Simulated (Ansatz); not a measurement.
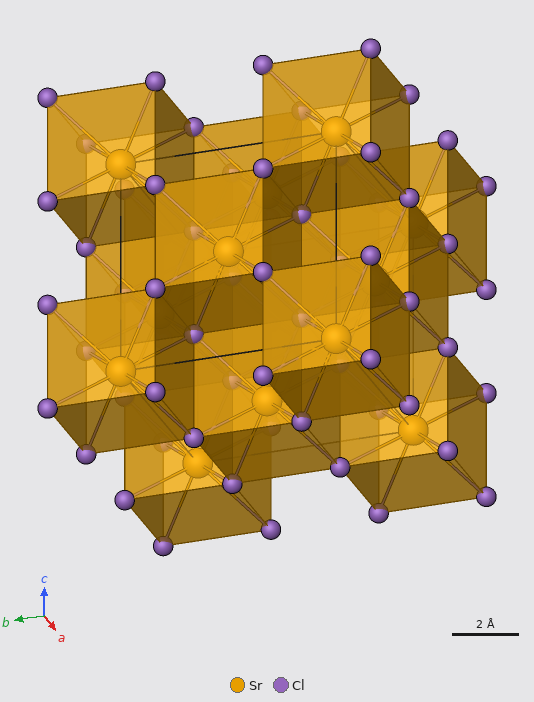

Fig. 1: The structure (polyhedral view of the cell 4 times as large as that of the calculation, set on its symmetry axes, seen at an oblique angle; polyhedra are completed across the faces of the cell).

**Single-point calculation of SrCl₂**

The run: single-point calculation of SrCl₂ (Fm-3m, 3 atoms in the cell). Method and program: DFT, PBEsol, plane waves, PAW, no spin polarisation (Ansatz 0.2.0).

The structure was built on a prototype by a generator. The geometry comes from this level: r2SCAN. It belongs to a series of runs on one base structure; here: drawn settings.

Log
```
Engine: ansatz 0.2.0, aarch64-unknown-linux-gnu
Pseudopotentials: kind: paw
Pseudopotential: Sr, paw, valence charge 10, recommended cutoff 420 eV (normal), Sr.paw.azcp
Pseudopotential: Cl, paw, valence charge 7, recommended cutoff 420 eV (normal), Cl.paw.azcp
Functional definition: PBEsol
  exchange = pbesol_x
  correlation = pbesol_c
Crystal: 3 atoms, lattice volume = 85.582 Å³
Basis set: ecut = 420 eV, 1687 PW (Γ)
Bands: 16, of which v1, the nominal top of the filled ones, is band 12 counted from 1 (11 counted from 0)
Symmetry: 48 space group operations
Space group: Fm-3m (ITA 225), of the structure as read, at distance tolerance 4.4e-5 Å
k-points: 29 of 512
Non-local potential: Sr, projectors of the file, l = 0: 3, l = 1: 2, l = 2: 2
Non-local potential: Cl, projectors of the file, l = 0: 2, l = 1: 2, l = 2: 2
PAW form: soft (Blöchl's): semilocal exchange-correlation on the pseudo side does not see the compensation charge
PAW frozen core: Sr, regenerated for the run's functional, and the local potential with it (the file was generated under x = pbe(κ = 0.804, μ = 0.2195149727645171), c = pbe(β = 0.06672455060314922))
PAW frozen core: Cl, regenerated for the run's functional, and the local potential with it (the file was generated under x = pbe(κ = 0.804, μ = 0.2195149727645171), c = pbe(β = 0.06672455060314922))
PAW one-centre angular grid: Sr, 110 points (default); XC on 64 Gauss nodes
PAW one-centre angular grid: Cl, 110 points (default); XC on 64 Gauss nodes
Initial density: superposition of atomic densities (neutral atoms: chi_scale 0, normalization atom), corrected by the library's trained network
Initial wavefunctions: pseudopotential atomic-orbital guess
Functional: x = pbesol(κ = 0.804, μ = 0.12345679012345678), c = pbesol(β = 0.046)
SCF iter   1: F=—  HF=-5621.358312 eV  |F-HF|=—  |Δ(HF+E_count)|=         —  Δρ=3.96e-3  dr2=2.01e-2  ethr=1.77e-3  ⟨swp⟩=6.4  Hψ=2794  notcnv=0  defer=44
preconditioner: auto → none  [insulator: Δε(μ)=5.048 eV  Ē_g=13.889 eV  n_scr=14 (ndim 8)  ℏωp=18.8 eV  f_vac=0.093  ε∞_Penn≈2.8]
SCF iter   2: F=—  HF=-5621.353933 eV  |F-HF|=—  |Δ(HF+E_count)|=   4.38e-3  Δρ=1.19e-3  dr2=7.25e-4  ethr=8.38e-5  ⟨swp⟩=3.0  Hψ=1011  notcnv=0  defer=55
SCF iter   3: F=—  HF=-5621.353946 eV  |F-HF|=—  |Δ(HF+E_count)|=   1.27e-5  Δρ=5.14e-4  dr2=1.18e-4  ethr=3.02e-6  ⟨swp⟩=3.2  Hψ=835  notcnv=0  defer=55
SCF iter   4: F=—  HF=-5621.354015 eV  |F-HF|=—  |Δ(HF+E_count)|=   6.87e-5  Δρ=9.25e-5  dr2=4.57e-6  ethr=4.93e-7  ⟨swp⟩=2.1  Hψ=675  notcnv=0  defer=54
SCF iter   5: F=—  HF=-5621.354026 eV  |F-HF|=—  |Δ(HF+E_count)|=   1.14e-5  Δρ=9.87e-6  dr2=6.01e-8  ethr=1.91e-8  ⟨swp⟩=2.8  Hψ=844  notcnv=0  defer=27
SCF iter   6: F=—  HF=-5621.354024 eV  |F-HF|=—  |Δ(HF+E_count)|=   2.03e-6  Δρ=1.95e-6  dr2=1.95e-9  ethr=2.50e-10  ⟨swp⟩=2.3  Hψ=808  notcnv=0  defer=2
SCF iter   7: F=—  HF=-5621.354024 eV  |F-HF|=—  |Δ(HF+E_count)|=  2.96e-10  Δρ=5.21e-7  dr2=1.39e-10  ethr=8.12e-12  ⟨swp⟩=2.6  Hψ=762  notcnv=0  defer=2
SCF iter   8: F=-5621.354024 eV  HF=-5621.354024 eV  |F-HF|=3.64e-12  |Δ(HF+E_count)|=  1.26e-10  Δρ=2.34e-8  dr2=3.95e-13  ethr=1.00e-12  ⟨swp⟩=6.8  Hψ=2253  notcnv=0
SCF 1 converged in 8 iterations: F = -5621.354024 eV  dr2 = 3.95e-13
  greatest PAW one-centre occupation: 0.986 electrons in one spin orbital (limit 2), on the Sr atom at site 0 (counted from 0), in its partial waves of l = 0
```

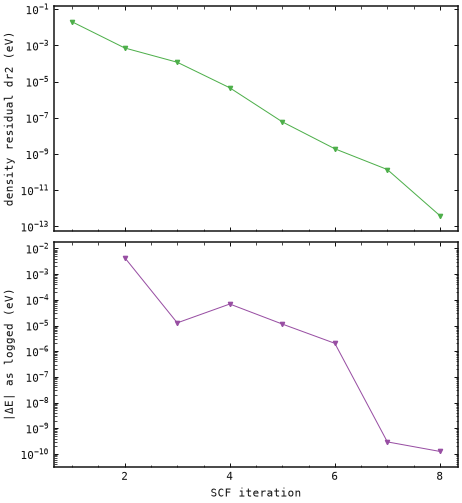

Fig. 2: Convergence of the self-consistent field: density residual dr2 and size of the energy change against the SCF iteration. The residual falls at every step.

```
NSCF: frozen V_eff on 29 k-points
Optics k sum: 0 of 29 k-points
Optics k sum: 2 of 29 k-points
Optics k sum: 3 of 29 k-points
Optics k sum: 5 of 29 k-points
Optics k sum: 6 of 29 k-points
Optics k sum: 8 of 29 k-points
Optics k sum: 9 of 29 k-points
Optics k sum: 11 of 29 k-points
Optics k sum: 12 of 29 k-points
Optics k sum: 14 of 29 k-points
Optics k sum: 15 of 29 k-points
Optics k sum: 16 of 29 k-points
Optics k sum: 18 of 29 k-points
Optics k sum: 19 of 29 k-points
Optics k sum: 21 of 29 k-points
Optics k sum: 22 of 29 k-points
Optics k sum: 24 of 29 k-points
Optics k sum: 25 of 29 k-points
Optics k sum: 27 of 29 k-points
Optics k sum: 28 of 29 k-points
Optics k sum: 29 of 29 k-points
Optics k sum: 0 of 29 k-points
Optics k sum: 2 of 29 k-points
Optics k sum: 3 of 29 k-points
Optics k sum: 5 of 29 k-points
Optics k sum: 6 of 29 k-points
Optics k sum: 8 of 29 k-points
Optics k sum: 9 of 29 k-points
Optics k sum: 11 of 29 k-points
Optics k sum: 12 of 29 k-points
Optics k sum: 14 of 29 k-points
Optics k sum: 15 of 29 k-points
Optics k sum: 16 of 29 k-points
Optics k sum: 18 of 29 k-points
Optics k sum: 19 of 29 k-points
Optics k sum: 21 of 29 k-points
Optics k sum: 22 of 29 k-points
Optics k sum: 24 of 29 k-points
Optics k sum: 25 of 29 k-points
Optics k sum: 27 of 29 k-points
Optics k sum: 28 of 29 k-points
Optics k sum: 29 of 29 k-points
output.optics: what the bands over the 60 summed would add to eps1, eps2 and the energy-loss function is held between a lower and an upper bound (6 Lanczos steps). eps1, eps2 and their loss function (loss_summed_bands) are given on every row as the summed bands alone make them. Along an axis, on a row where the two bounds hold the loss function to about 1 % of the greater of itself and 0.5 % of |1/eps|, its cell (loss_completed) is given, with the completed eps1 and eps2 that it is formed of (a cell that is left empty reads nan in the table and null in the record). The two bounds hold it so along every axis on all 91 rows up to 20.000 eV. Under auto the run first worked up to 25.739 eV and, since the loss function's greatest value, with its upper flank down to half of it, did not stand under that energy, then up to 29.600 eV. The run works to bound the rows up to 29.600 eV and no higher ones: a peak of the loss function over that energy may be left empty with no warning. To have the run work for it, set output.optics.bands.spectra_wanted_up_to to a higher energy. perfect_screening_sum, loss_f_sum_n_eff and, beside carriers, perfect_screening_limit are those of loss_summed_bands: over the bounded function the two sums would run over rows that are not all bounded, and lack what the bands left out lay past the top of the energy grid. Bounded is said of the bands left out alone, which are those that the basis at basis.ecutwfc holds: it says nothing of that cutoff, of the k-point mesh, of what the sum inside its cells errs by (eps2_relative_error), of the factors of all_electron_strengths, nor of how far the SCF is converged. The bands left out are taken at the k-points, and what their mean over the points' cells stands off that by is in neither bound: the run's estimate of it, which the test of a row counts in, is 0.00 % of |eps| at the most among the values given; where the mean stood off by over 0.5 % the points' spread read 0.1 to 3 times that
SCF converged after 8 iterations
Free energy (F): -5621.354024 eV
Harris-Foulkes:  -5621.354024 eV  (|F-HF|=3.64e-12)
Internal energy: -5621.354024 eV  (E = F + TS)
E sigma→0 (E₀):  -5621.354024 eV
Fermi energy:    2.949865 eV
--- Per-component energies (eV) ---
  E_band       = -150.288222
  E_kinetic    = 566.650726
  E_local      = -1186.676876  (includes V_loc(G=0)·N_el)
  E_nonlocal   = 261.024097
  E_hartree    = 325.039816
  E_xc         = -384.166294
  E_vxc        = -404.990984  (∫ρ·V_xc dr)
  E_paw        = -3928.174232  (= ΣΔE_a)
  E_vpaw       = -36.374997  (= ΣTr[D̂ρ^β])
  E_aug_tail   = 0.000186  (compensation charges beyond the density's cutoff)
  E_ewald      = -1275.342658
  E_core_change = 0.291212  (= ΣΔE_core)
  E_smearing   = -0.000000  (= −TS)
  E_closure    = 0.000000  (closes the sum)
  Σ components = -5621.354024   (vs F -5621.354024, Δ=0.00e0)
--- Band table (eV; the first three rows and the last of 29) ---
  k-point 0: bands = ["-29.8243", "-11.8385", "-11.8385", "-11.8385", "-10.3152", "-9.4667", "0.8181", "0.8181", "0.8181", "2.6125", "2.6125", "2.6125", "8.0633", "8.9320", "8.9320", "11.7475"]
  k-point 1: bands = ["-29.8238", "-11.8932", "-11.8406", "-11.8406", "-10.2232", "-9.5008", "0.8760", "0.8760", "0.9264", "2.4205", "2.5248", "2.5248", "8.4207", "9.0581", "9.0581", "11.0435"]
  k-point 2: bands = ["-29.8227", "-12.0040", "-11.8455", "-11.8455", "-10.0363", "-9.5647", "1.0349", "1.0349", "1.1821", "2.0147", "2.3049", "2.3049", "9.1982", "9.3251", "9.3251", "10.5744"]
  k-point 28: bands = ["-29.8201", "-12.0405", "-12.0405", "-11.8723", "-9.6496", "-9.6496", "0.4623", "0.7098", "1.7320", "1.7320", "2.6380", "2.8481", "9.0575", "9.8422", "10.0446", "10.0446"]
```

The run was set up as follows.

Input
```yaml
crystal:
  lattice:
    - [0.0, 3.4977180853, 3.4977180853]
    - [3.4977180853, 0.0, 3.4977180853]
    - [3.4977180853, 3.4977180853, 0.0]
  atoms:
    - { symbol: Sr, position: [0.0, 0.0, 0.0] }
    - { symbol: Cl, position: [0.25, 0.25, 0.25] }
    - { symbol: Cl, position: [0.75, 0.75, 0.75] }
kpoints:
  mp_grid: { grid: [8, 8, 8] }
hamiltonian:
  xc: pbesol
scf:
  occupations: { method: fixed }
output:
  optics:
    e_range: [2, 20]
    de: 0.2
    sigma: 0.4
    scissors: 2.5
    scheme: fermi_dirac
    bands: auto
```

Launch command:
```bash
ansatz run input.yaml --threads 4 --pin off --max-ram 3686MiB --backend cpu --events-out ev --progress --plain --runs-dir out
```

Summary

- outcome: converged
- space group (tolerance 0.01 Å): Fm-3m (225)
- electrons treated: 24
- free energy: −5621.3540 eV
- Fermi energy: 2.950 eV
- gap on the k-point mesh: 5.11 eV
- hardware: 4 threads of Arm Neoverse V2, 24 GiB of memory available, shared host
- wall time: 7 s (CPU time 26 s)
- peak memory: 0.67 GiB

Notes

Settings chosen away from the usual ones: drawn settings.
